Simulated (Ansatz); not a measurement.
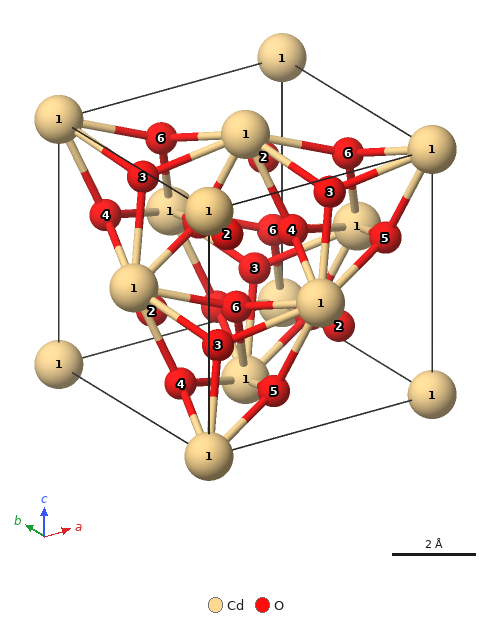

Figure 1. The input geometry (ball-and-stick view of the cell 4 times as large as that of the calculation, set on its symmetry axes, seen at an oblique angle; atoms are numbered from 1 in the order of the input).

CdO₅: single-point calculation

CdO₅ (F-43m, 6 atoms in the cell), computed with DFT PBE, scalar-relativistic, plane waves, PAW, no spin polarisation (Ansatz 0.2.0).

The structure was made by a generator, so it may or may not be a known phase. Figures and captions count atoms from 1; the log counts them from 0 in places.

### Output
```
Engine: ansatz 0.2.0, x86_64-unknown-linux-gnu
Pseudopotentials: kind: paw
Pseudopotential: Cd, paw, valence charge 20, recommended cutoff 420 eV (normal), Cd.paw.azcp
Pseudopotential: O, paw, valence charge 6, recommended cutoff 420 eV (normal), O.paw.azcp
Functional definition: PBE
  parameter kappa = 0.804
  parameter beta = 0.06672455060314922
  exchange = pbe_x(kappa = kappa, mu = beta*pi^2/3)
  correlation = pbe_c(beta = beta)
Crystal: 6 atoms, lattice volume = 69.543 Å³
Basis set: ecut = 420 eV, 1363 PW (Γ), exchange–correlation on 64×64×64 points (8 copies of the dense FFT grid, shifted against one another)
Bands: 31, of which v1, the nominal top of the filled ones, is band 25 counted from 1 (24 counted from 0)
Symmetry: 24 space group operations
Space group: F-43m (ITA 216), of the structure as read, at distance tolerance 4.1e-5 Å
k-points: 8 of 64 (time reversal used)
Non-local potential: Cd, projectors of the file, l = 0: 3, l = 1: 2, l = 2: 2, l = 3: 1
Non-local potential: O, projectors of the file, l = 0: 2, l = 1: 2, l = 2: 1
PAW form: soft (Blöchl's): semilocal exchange-correlation on the pseudo side does not see the compensation charge
PAW one-centre angular grid: Cd, 590 points (default); XC on 64 Gauss nodes
PAW one-centre angular grid: O, 110 points (default); XC on 64 Gauss nodes
Initial density: superposition of atomic densities (neutral atoms: chi_scale 0, normalization atom), corrected by the library's trained network
Initial wavefunctions: pseudopotential atomic-orbital guess
Functional: x = pbe(κ = 0.804, μ = 0.2195149727645171), c = pbe(β = 0.06672455060314922)
SCF iter   1: F=—  HF=-11069.867796 eV  |F-HF|=—  |Δ(HF+E_count)|=         —  Δρ=3.83e-2  dr2=1.50e0  ethr=1.77e-3  ⟨swp⟩=5.8  Hψ=842  notcnv=0
preconditioner: auto → Kerker (q_TF=auto, 2.582 Å⁻¹)  [metal: Δε(μ)=0.039 eV  Ē_g=9.092 eV  σ=0.100 eV  W_gap=0.22  n_scr=14 (ndim 8)  ℏωp=28.9 eV  f_vac=0.000  D(μ)=19.09/eV (n_scr^D=410)]
SCF iter   2: F=—  HF=-11069.842597 eV  |F-HF|=—  |Δ(HF+E_count)|=   2.52e-2  Δρ=1.79e-2  dr2=3.34e-1  ethr=1.77e-3  ⟨swp⟩=1.0  Hψ=312  notcnv=0
SCF iter   3: F=—  HF=-11069.836526 eV  |F-HF|=—  |Δ(HF+E_count)|=   6.07e-3  Δρ=8.97e-4  dr2=2.68e-4  ethr=6.68e-4  ⟨swp⟩=1.0  Hψ=247  notcnv=0
SCF iter   4: F=—  HF=-11069.836937 eV  |F-HF|=—  |Δ(HF+E_count)|=   4.11e-4  Δρ=3.23e-4  dr2=5.43e-5  ethr=5.37e-7  ⟨swp⟩=2.0  Hψ=377  notcnv=0
SCF iter   5: F=—  HF=-11069.836981 eV  |F-HF|=—  |Δ(HF+E_count)|=   4.37e-5  Δρ=1.06e-4  dr2=9.59e-6  ethr=1.09e-7  ⟨swp⟩=2.0  Hψ=379  notcnv=0
SCF iter   6: F=—  HF=-11069.836980 eV  |F-HF|=—  |Δ(HF+E_count)|=   1.02e-6  Δρ=3.39e-5  dr2=6.95e-7  ethr=1.92e-8  ⟨swp⟩=2.4  Hψ=317  notcnv=0
SCF iter   7: F=—  HF=-11069.836980 eV  |F-HF|=—  |Δ(HF+E_count)|=   1.54e-8  Δρ=1.86e-5  dr2=2.19e-7  ethr=2.00e-10  ⟨swp⟩=5.4  Hψ=929  notcnv=0
SCF iter   8: F=-11069.836980 eV  HF=-11069.836980 eV  |F-HF|=2.88e-8  |Δ(HF+E_count)|=   9.49e-9  Δρ=6.35e-6  dr2=3.29e-8  ethr=2.00e-10  ⟨swp⟩=3.9  Hψ=726  notcnv=0
SCF 1 converged in 8 iterations: F = -11069.836980 eV  dr2 = 3.29e-8
  greatest PAW one-centre occupation: 1.000 electrons in one spin orbital (limit 2), on the Cd atom at site 0 (counted from 0), in its partial waves of l = 1
SCF converged after 8 iterations
Free energy (F): -11069.836980 eV
Harris-Foulkes:  -11069.836980 eV  (|F-HF|=2.88e-8)
Internal energy: -11069.729525 eV  (E = F + TS)
E sigma→0 (E₀):  -11069.783253 eV
Entropy (-TS):   -0.107454 eV (-17.909 meV/atom)
Fermi energy:    5.514615 eV
--- Per-component energies (eV) ---
  E_band       = -568.923060
  E_kinetic    = 1334.195988
  E_local      = -4634.296961  (includes V_loc(G=0)·N_el)
  E_nonlocal   = 279.813563
  E_hartree    = 1916.055817
  E_xc         = -529.285460
  E_vxc        = -670.183583  (∫ρ·V_xc dr)
  E_paw        = -4865.648676  (= ΣΔE_a)
  E_vpaw       = -710.570653  (= ΣTr[D̂ρ^β])
  E_aug_tail   = 0.010913  (compensation charges beyond the density's cutoff)
  E_ewald      = -4570.574709
  E_smearing   = -0.107454  (= −TS)
  E_closure    = 0.000000  (closes the sum)
  Σ components = -11069.836980   (vs F -11069.836980, Δ=0.00e0)
--- Forces (eV/Å), atoms counted from 1 ---
  atom   1  Cd    -0.00000000     0.00000000    -0.00000000
  atom   2  O      0.00000000    -0.00000000    -0.00000000
  atom   3  O     -0.04954068     0.04954068     0.04954068
  atom   4  O     -0.04954068    -0.04954068    -0.04954068
  atom   5  O      0.04954068    -0.04954068     0.04954068
  atom   6  O      0.04954068     0.04954068    -0.04954068
  max |Σ_I F_I| component: 1.87e-16 eV/Å
--- Stress (GPa, compression-positive) ---
      -13.431331       0.000000       0.000000
        0.000000     -13.431331      -0.000000
        0.000000      -0.000000     -13.431331
  P = ⅓ Tr σ = -13.4313 GPa (-134.313 kbar)
--- Band table (eV; the first three rows and the last of 8) ---
  k-point 0: bands = ["-95.0982", "-56.1830", "-56.1830", "-56.1830", "-13.1909", "-10.2969", "-10.2969", "-10.2969", "-9.9097", "-1.1989", "-1.1989", "-1.1908", "-1.1908", "-1.1908", "-0.0150", "1.9769", "1.9769", "1.9769", "3.4202", "3.4202", "4.8893", "4.8893", "4.8893", "5.9294", "5.9294", "5.9294", "6.6193", "6.6193", "6.6193", "7.7888", "15.4367"]
  k-point 1: bands = ["-95.0982", "-56.1831", "-56.1830", "-56.1830", "-12.9171", "-10.7429", "-10.3167", "-10.3167", "-9.9321", "-1.2187", "-1.2187", "-1.0365", "-1.0365", "-1.0364", "0.5165", "1.8758", "2.0967", "2.0967", "3.2427", "3.2427", "4.6953", "5.1443", "5.1443", "5.5050", "5.5050", "5.5701", "5.9366", "6.5721", "6.5721", "8.9675", "14.8097"]
  k-point 2: bands = ["-95.0982", "-56.1831", "-56.1830", "-56.1830", "-12.4777", "-11.3480", "-10.3363", "-10.3363", "-9.9453", "-1.0747", "-1.0747", "-1.0463", "-1.0463", "-0.9511", "0.8397", "2.0131", "2.0131", "2.5648", "3.8144", "3.8144", "4.1294", "4.3542", "4.3542", "4.7372", "5.5512", "5.5512", "5.9440", "6.5546", "6.5546", "9.6110", "14.7037"]
  k-point 7: bands = ["-95.0982", "-56.1831", "-56.1831", "-56.1831", "-11.9004", "-11.8098", "-10.5773", "-10.3866", "-9.9189", "-1.0310", "-1.0259", "-1.0049", "-1.0014", "-0.9325", "1.2617", "2.1443", "2.1534", "2.7530", "3.4217", "3.5016", "3.9241", "3.9611", "4.9633", "5.1827", "5.5792", "5.6249", "5.6303", "6.0746", "6.0802", "9.9454", "15.3600"]
```

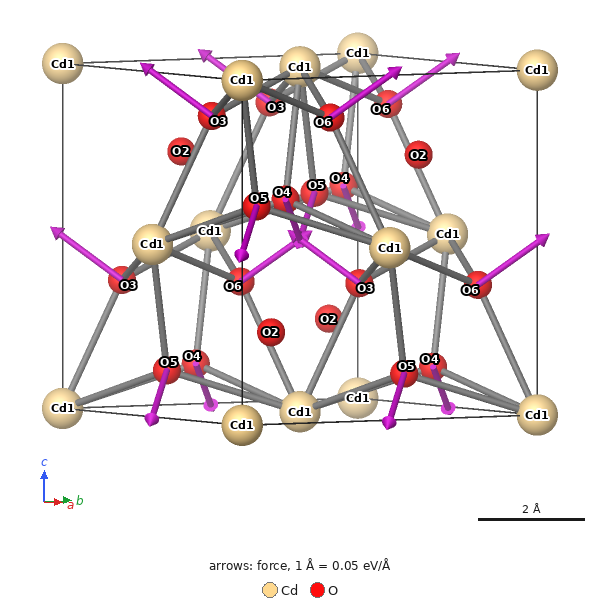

Figure 2. Forces on the atoms as pink arrows (ball-and-stick view of the cell 4 times as large as that of the calculation, set on its symmetry axes, seen at an oblique angle; atoms are numbered from 1 in the order of the input). The largest act on O3, O4, O5, O6 (0.09 eV/Å). The geometry is not a stationary point of this energy.

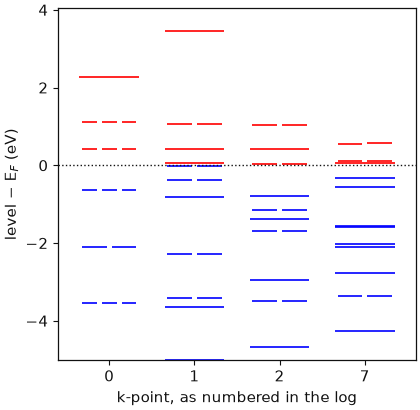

Figure 3. Kohn–Sham levels near the Fermi level (dotted) at the few k-points that the log prints; levels within 0.02 eV of each other stand side by side. The system is metallic on the full mesh.

The run was set up as follows.

### The input
```yaml
crystal:
  lattice:
    - [0.0, 3.2639355, 3.2639355]
    - [3.2639355, 0.0, 3.2639355]
    - [3.2639355, 3.2639355, 0.0]
  atoms:
    - { symbol: Cd, position: [0.0, 0.0, 0.0] }
    - { symbol: O, position: [0.25, 0.25, 0.25] }
    - { symbol: O, position: [0.125, 0.625, 0.625] }
    - { symbol: O, position: [0.625, 0.625, 0.625] }
    - { symbol: O, position: [0.625, 0.125, 0.625] }
    - { symbol: O, position: [0.625, 0.625, 0.125] }
basis:
  ecutwfc: 420
kpoints:
  mp_grid: { grid: [4, 4, 4] }
hamiltonian:
  xc: pbe
scf:
  occupations: { method: gaussian, width: 0.1 }
  lower_state_search: "off"
output:
  forces: true
  stress: true
  eigenvalues: true
```

Run as:
```bash
ansatz run input.yaml --threads 1 --pin off --max-ram 2560MiB --backend cpu --events-out ev --progress --plain --runs-dir out
```

### Results in brief

```json
{"quantity": "outcome", "value": "converged"}
{"quantity": "space group (tolerance 0.01 Å)", "value": "F-43m (216)"}
{"quantity": "electrons treated", "value": "50"}
{"quantity": "free energy", "value": "−11069.8370 eV"}
{"quantity": "Fermi energy", "value": "5.515 eV"}
{"quantity": "gap on the k-point mesh", "value": "none (metallic)"}
{"quantity": "pressure", "value": "−13.43 GPa"}
{"quantity": "largest force (length of the vector)", "value": "0.086 eV/Å"}
{"quantity": "hardware", "value": "1 thread of Intel Xeon @ 2.70GHz, 189 GiB of memory available, shared host"}
{"quantity": "wall time", "value": "1.6 s"}
{"quantity": "peak memory", "value": "0.34 GiB"}
```

### Notes

The cell is under a tension of 13.4 GPa at this level, so it is not at its equilibrium volume.
